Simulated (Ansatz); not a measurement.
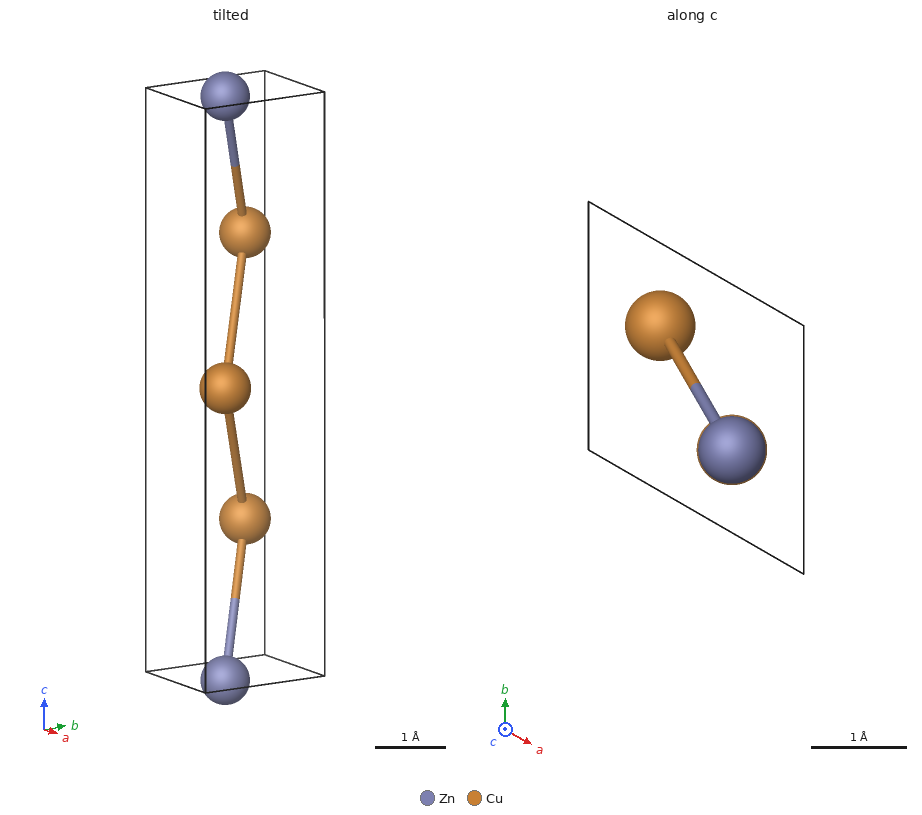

Structure drawing (ball-and-stick), viewed slightly off an axis and along the c axis. The lines enclose the conventional unit cell; boundary atoms appear with their images. Cell: a = 2.61 Å, b = 2.61 Å, c = 8.45 Å, α = 90.00°, β = 90.00°, γ = 120.00°.

The structure was taken from a structure listed in the Materials Project. Earlier steps of the study may have refined or changed the cell and positions. A calculation with Ansatz used it as input.

Q: Caption:

A: It has the composition ZnCu₃. The atoms follow space group P-6m2 (No. 187); the Bravais lattice is primitive hexagonal. The cell comprises 1 formula unit: 1 Zn, 3 Cu. The Zn atoms are each bonded to six Zn and six Cu in an anticuboctahedral arrangement (about 2.6 Å to Zn, 2.6 Å to Cu). Cu takes two kinds of site: 1f with twelve Cu in an anticuboctahedral arrangement at about 2.6 Å; 2h with nine Cu and three Zn in an anticuboctahedral arrangement (about 2.6 Å to Cu, 2.6 Å to Zn). The bonds build a three-dimensional framework.

Calculation details: DFT r2SCAN, scalar-relativistic, plane waves, PAW (Ansatz); a cutoff energy of 500 eV, k-point mesh 18×18×6, Gaussian smearing of 0.1 eV, no spin polarisation.

Q: Predict the gap.

A: A metal: bands cross the Fermi level.

Q: List the Bader charges.

A: Zn +0.11 e; Cu -0.05 to -0.01 e.

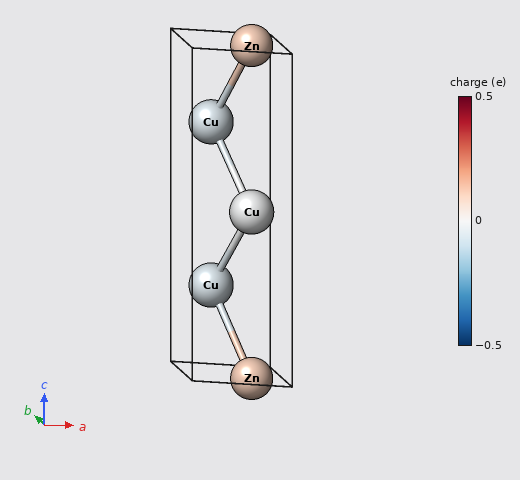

The atoms coloured by those charges. The run's cell of 4 atoms is drawn.

Q: Does the calculation find this structure at rest?

A: No. The largest force is 0.03 eV/Å, on Cu. The pressure is -5.9 GPa, so the cell would contract.
